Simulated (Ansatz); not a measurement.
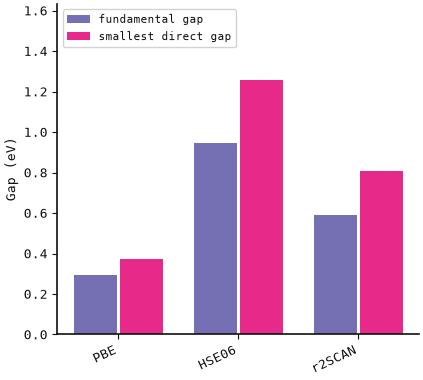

Gaps of Ge, space group Fd-3m, 2 atoms in the cell, diamond type, hydrostatic strain −1.5%, at several levels of theory on one cell (Ansatz, plane waves and PAW; edges over the mesh and the special points).

Question: How does the gap depend on the level, and does its kind change?

Answer: In rising order: PBE 0.30 eV, r2SCAN 0.59 eV and HSE06 0.94 eV. It is indirect at every level.
